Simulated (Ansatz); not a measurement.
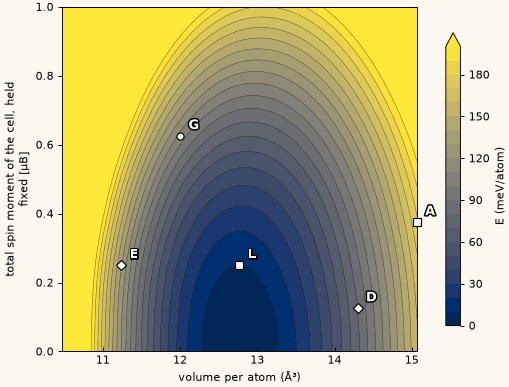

Si2Ni (Fm-3m, No. 225; 3 atoms in the cell). The energy is mapped over volume and a fixed ferromagnetic moment. Coordinates scanned: (1) volume per atom; (2) total spin moment of the cell, held fixed. Nothing is relaxed (shape and fractional coordinates fixed). The grid has 7 × 9 points. Points are written as (first, second). Energies are in meV/atom, from the lowest grid point. The moment is held fixed and parallel; antiferromagnetic orders weren't tried. Computed with DFT LDA, scalar-relativistic, plane waves, PAW in Ansatz. Settings: cutoff 520 eV, k-mesh 14×14×14, gaussian smearing 0.15 eV.

The picture shows filled contours, one colour for all values above the top of the scale, lettered points. Between grid points the surface is interpolated.

### Is L the lowest point of the computed grid?

No. L lies 10 meV/atom above the lowest grid point, which is at (12.77 Å³, 0.000 μB).

### What kind of point is each of D, E, G: minimum, saddle, maximum or slope?

D: on a slope; E: on a slope; G: on a slope. (In these two coordinates alone; a stationary point may lie a little off the grid point.)

### Rank the lettered points by energy, lowest first.

L (10 meV/atom), D (80 meV/atom), G (107 meV/atom), E (131 meV/atom), A (178 meV/atom).

PAW datasets: the set soft_1.
